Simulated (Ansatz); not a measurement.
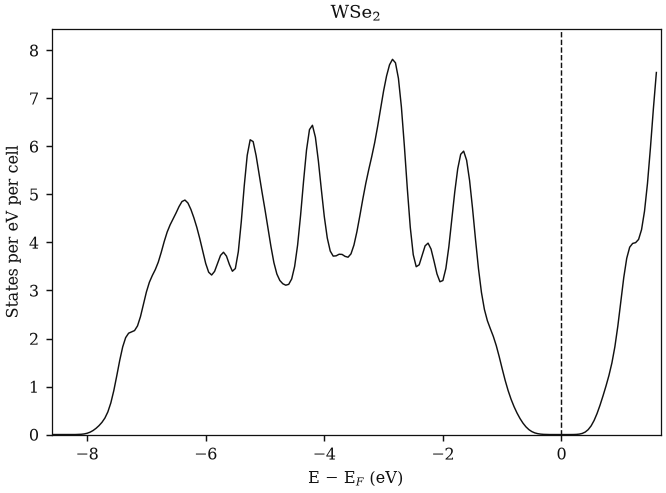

Density of states. Energies are counted from the Fermi level. The curve is built from the levels of the k mesh with Gaussians 0.3 eV wide, which also blur the band edges.

System: WSe2, space group P6_3/mmc, 6 atoms in the cell.

```xyz
6
Lattice="3.2998 0.0000 0.0000 -1.6499 2.8577 0.0000 0.0000 0.0000 13.1529" Properties=species:S:1:pos:R:3 pbc="T T T"
W     1.6499    0.9526    9.8647
W     0.0000    1.9051    3.2882
Se    0.0000    1.9051   11.5298
Se    1.6499    0.9526    4.9534
Se    0.0000    1.9051    8.1996
Se    1.6499    0.9526    1.6231
```

Method: DFT, r2SCAN+rVV10, plane waves, PAW, no spin polarisation, 12×12×2 k mesh, 500 eV cutoff, Fermi-Dirac smearing of 0.03 eV (Ansatz).

Question: Is there a gap at the Fermi level, and how wide?

Answer: There is a gap; over the k points computed it is 1.14 eV (indirect; the smallest direct gap is 1.61 eV).

Question: Where is the tallest peak of the filled states in the window?

Answer: Within the window shown, the tallest peak of the filled states lies 2.3 eV under the valence-band top, at about 7.8 states per eV and cell.

Question: How wide is the upper valence band?

Answer: The upper group of valence states starts about 7.3 eV under the valence-band top (which lies at −0.5 eV on this axis), with a gap beneath it; it holds about 28 electrons a cell.

Spin-orbit coupling is left out, which matters for W.
